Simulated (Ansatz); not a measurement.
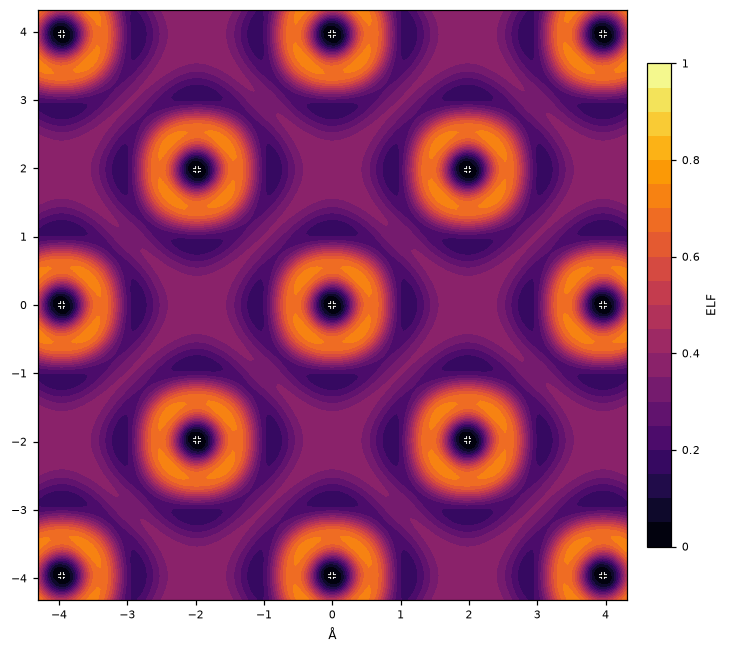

The electron localisation function on a plane through atoms (crosses mark nuclei in the plane).

Theory: DFT LDA, scalar-relativistic, plane waves, PAW in Ansatz.

Candidates:
A. ZrS$_{2}$, a = 3.39 Å, b = 3.39 Å, c = 5.17 Å, α = 90.00°, β = 90.00°, γ = 120.00°. Space group P-3m1; computed pressure about 16 GPa in this cell.
B. W, a = 3.96 Å, b = 3.96 Å, c = 3.96 Å, α = 90.00°, β = 90.00°, γ = 90.00°. Space group Fm-3m; computed pressure about 3 GPa in this cell.
C. HfO$_{2}$, a = 5.00 Å, b = 5.00 Å, c = 5.00 Å, α = 90.00°, β = 90.00°, γ = 90.00°. Space group Fm-3m.

**Which system is this?**

Candidate B: W on the (100) plane of the conventional cell, which holds W. W–W (2.80 Å): the ELF is about 0.35 at the midpoint.
